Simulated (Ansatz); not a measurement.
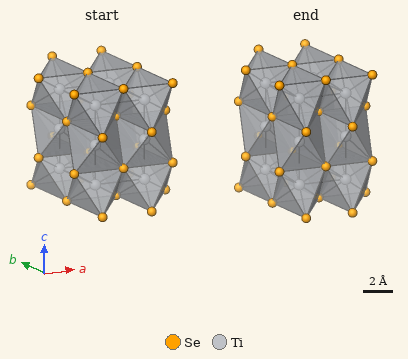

The structure of solid TiSe (set up in P6_3/mmc) before (left) and after (right) a relaxation, at one scale.

Style: polyhedral. Shown: the cell of the calculation, from a free direction.

The run lets cell and atoms move.

All numbers below come from Ansatz, Kohn-Sham DFT of a periodic cell, PBEsol, Ansatz PAW.

The input:
```yaml
crystal:
  lattice:
    - [3.559, 0.0, 0.0]
    - [-1.7795, 3.0821844121, 0.0]
    - [0.0, 0.0, 6.22]
  atoms:
    - { symbol: Se, position: [0.6666666667, 0.3333333333, 0.75] }
    - { symbol: Se, position: [0.3333333333, 0.6666666667, 0.25] }
    - { symbol: Ti, position: [0.0, 0.0, 0.5] }
    - { symbol: Ti, position: [0.0, 0.0, 0.0] }
hamiltonian:
  xc: pbesol
  pseudopotentials: { kind: paw }
kpoints:
  mp_grid: { grid: [9, 9, 5] }
scf:
  occupations: { method: fermi_dirac, width: 0.05 }
output:
  forces: true
  stress: true
  eigenvalues: true
  write_density: true
  write_potential: true
  elf: true
  volumetric_format: npy
relax:
  f_tol: 0.01
  max_steps: 40
  cell: { stress_tol: 0.05 }
```

Launched with:
```bash
ansatz run input.yaml --threads 2 --pin off --max-ram 5632MiB --backend cpu --events-out ev --progress --plain --runs-dir out
```

> Summarise the run.

After 6 accepted moves (8 points after the start) the energy has fallen by 64.4 meV per atom. All forces vanish by symmetry, so only the cell relaxes. Pressure: −0.65 GPa at the start and 0.00 GPa at the end. The SCF was repeated twice at an unchanged geometry on a basis and grid sized afresh for the cell, which shifted the energy by 0.2 meV per atom at most. No atom moves by more than 0.005 Å relative to the cell. Cell: a = b 3.559 → 3.359 Å (−5.6 %), c 6.220 → 6.751 Å (+8.5 %). Volume −3.3 %. Near-neighbour distances that change, for instance: Ti–Ti 3.110 → 3.376 Å, Se–Ti 2.577 → 2.571 Å. Among the angles between lasting bonds that change: Ti–Se–Ti 74.2° → 82.1°, Se–Ti–Se 87.4° → 81.6°, Ti–Se–Ti 87.4° → 81.6°. The space group stays P6_3/mmc (No. 194).
